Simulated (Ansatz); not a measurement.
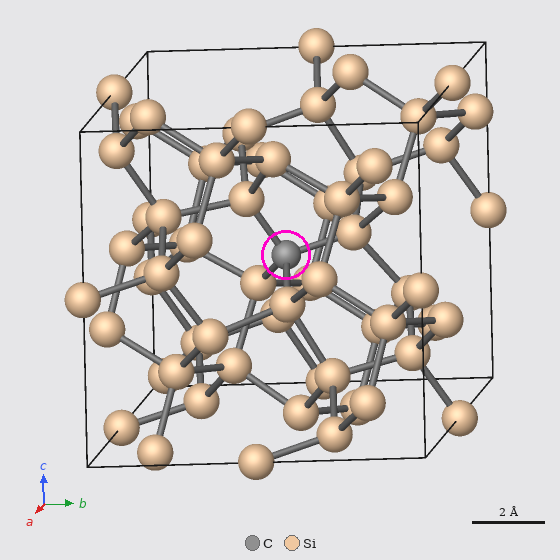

We look at a ball-and-stick model of the crystal from a general direction. The frame is the supercell; atoms at its boundary are shown with their periodic copies. The host is Si, in a cell of 48 sites, and the cell carries a charge of +1. A ring marks the defect's site.

**Where does the cell differ from the host, and how?**

Carbon on a silicon site (a substitutional impurity). It is bonded to four Si in a tetrahedral arrangement at about 2.0 Å.

Calculation details: Ansatz, DFT PBE, scalar-relativistic, plane waves, PAW; wavefunction cutoff 420 eV, the zone sampled with 2×2×2 points, Gaussian smearing of 0.02 eV, collinear spins.

**Does the cell have a net magnetic moment?**

No net moment.

The atoms were relaxed in the host's cell with Ansatz, DFT PBE, scalar-relativistic, plane waves, PAW.
